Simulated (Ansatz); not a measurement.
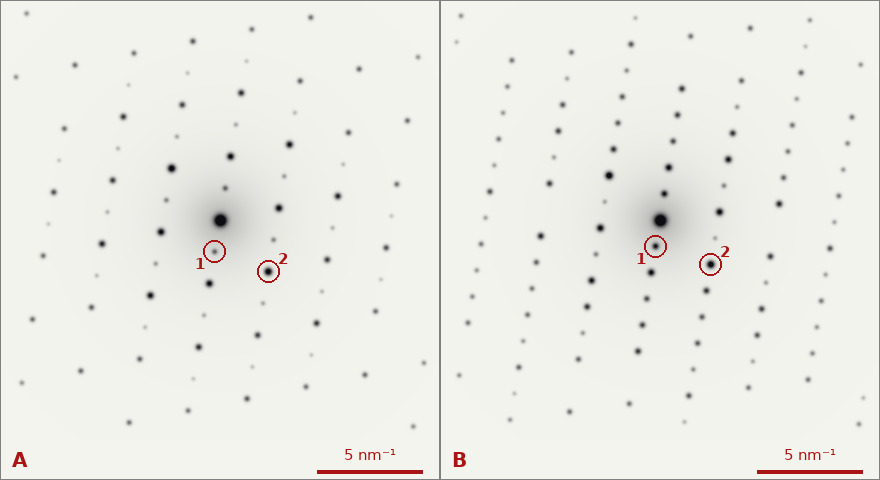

Kinematic electron diffraction patterns (120 kV, B = 0.5 Å², same scale) along [1-10] of the run's own cell, for the start and the end of one relaxation of MgI2 with DFT PBE, scalar-relativistic, plane waves, PAW in Ansatz 0.2.0. k mesh 6×6×6. The start is a generated model structure, and the relaxation ends in the nearest stationary point of its symmetry, not necessarily the ground state. Spot 1 is -1 -1 -1 and spot 2 is -1 -1 -2 in both.

Start structure:

```
CELL_PARAMETERS angstrom
2.15281 1.24293 6.50205
-2.15281 1.24293 6.50205
0.00000 -2.48586 6.50205
ATOMIC_POSITIONS crystal
Mg 0.00000 0.00000 0.00000
I 0.75000 0.75000 0.75000
I 0.25000 0.25000 0.25000
```

Which pattern belongs to the start structure, and which to the relaxed one?

Answer. A is the start: its cell gives d(1) = 6.502 Å, d(2) = 2.962 Å and an angle of 52.6°. B is the relaxed structure, with d(1) = 7.871 Å (+21.0 %), d(2) = 3.101 Å (+4.7 %) and 58.3°.

Name reflections whose intensity changes strongly on relaxation.

Answer. 7 7 6, 6 6 6 fade out of sight; 6 6 5, 5 5 3 come into sight; 5 5 5 goes from 0.26 to 25 % of the strongest spot; 4 4 3 goes from 0.44 to 26 % of the strongest spot; 2 2 3 goes from 1 to 26 % of the strongest spot.

Summarise the relaxation behind the change.

Answer. The volume changed by +15.6 % to 40.24 Å³ an atom; with the mean shift removed, the atoms moved by up to 0.30 Å relative to the cell (I most); the space group stayed R-3m (No. 166); the free energy fell by 32 meV an atom. Relaxed cell: a = 8.237 Å, b = 8.237 Å, c = 8.237 Å, α = 29.60°, β = 29.60°, γ = 29.60°.
